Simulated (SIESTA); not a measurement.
System: Ta (space group Fm-3m).

Method: DFT in numerical atomic orbitals with pseudopotentials, no spin polarisation; energies at scaled volumes of the given cell, shape and fractions fixed, counted from the fit's minimum, third-order Birch-Murnaghan fit (SIESTA 5.4.2). All runs: no spin polarisation.

- k mesh: 11×11×11
- occupations: Fermi–Dirac
- smearing width: 0.05 eV
- potentials: PseudoDojo 0.4 standard, converted to PSML, two zetas on semicore shells

Predict the pressure against volume, with one curve for each functional. The cases: PBEsol; LDA.

The fitted equilibrium volumes, smallest first, are LDA 17.832, PBEsol 18.368 Å³/atom. The fitted bulk moduli, smallest first, are PBEsol 209.7, LDA 216.0 GPa. For PBEsol, the pressure falls from 8.88 GPa at volume 17.66 Å³/atom to −14.89 GPa at 19.92 Å³/atom, and changes sign near 18.37 Å³/atom. For LDA, the pressure falls from 2.12 GPa at volume 17.66 Å³/atom to −19.95 GPa at 19.92 Å³/atom, and changes sign near 17.84 Å³/atom.

PBEsol:
```tsv
volume (Å³/atom)	pressure (GPa)
17.66	8.88
18.04	3.92
18.41	-0.55
18.79	-4.53
19.16	-8.28
19.54	-11.80
19.92	-14.89
```

LDA:
```tsv
volume (Å³/atom)	pressure (GPa)
17.66	2.12
18.04	-2.40
18.41	-6.52
18.79	-10.35
19.16	-13.86
19.54	-17.04
19.92	-19.95
```

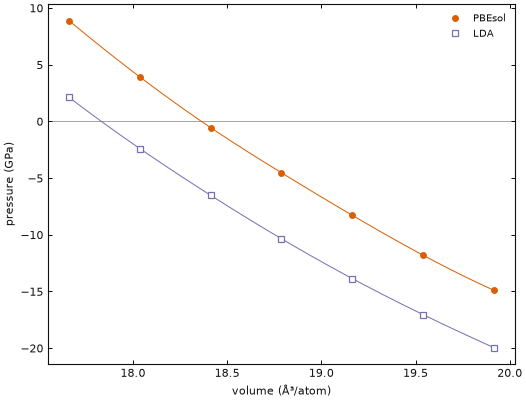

Note: mulliken charges of long orbitals; short basis over semicore shells.
